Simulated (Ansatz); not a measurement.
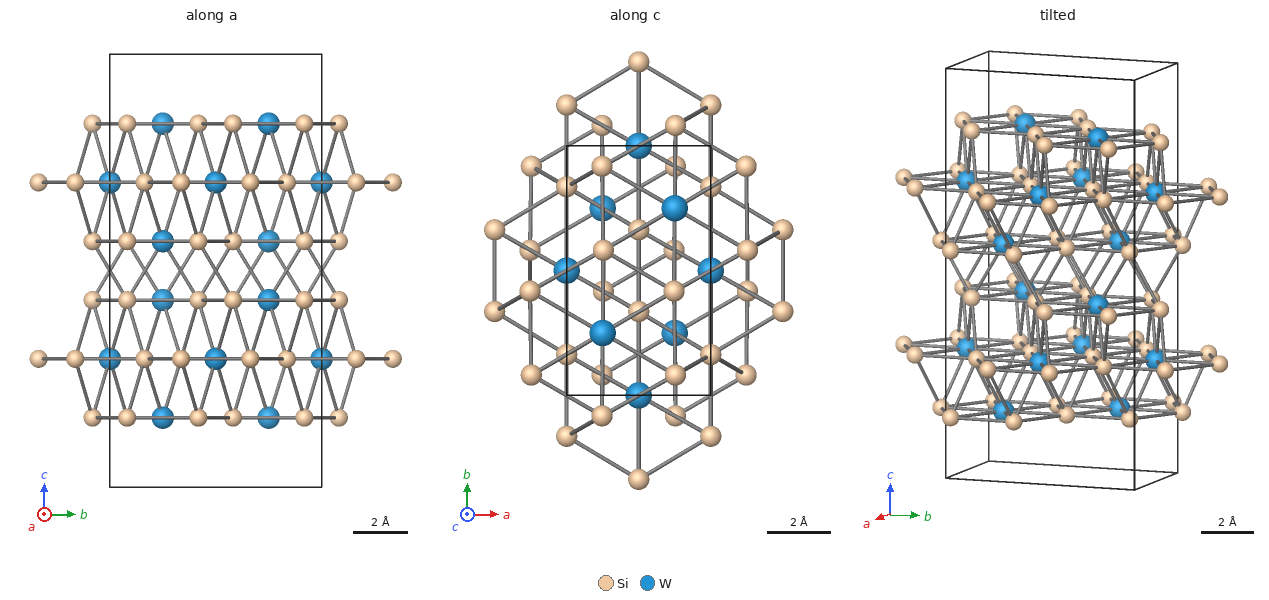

The figure gives a ball-and-stick picture of the atoms, viewed along the a axis, along the c axis and slightly off an axis. One conventional unit cell is framed, with atoms on its boundary repeated. Some atoms of the next cells are drawn as well.

Notes on the structure:

Chemical formula Si2W. It is base-centred orthorhombic, space group C222 (No. 21). With Z = 12, the cell contains 24 Si, 12 W. Taking every contact within bonding distance, one finds Si 8 to 10 (mean 9.3) and W 8 to 10 (mean 9.3). Not all metal-metal contacts are counted.

Starting structure: a structure listed in the Materials Project. The cell was then strained or its atoms displaced on purpose. It was run through Ansatz as a DFT input.

At this level of theory the run's own cell isn't at rest (stretched, at -4 GPa and forces up to 2.5 eV/Å), so its distances can differ from those at equilibrium, the more so the softer the solid.
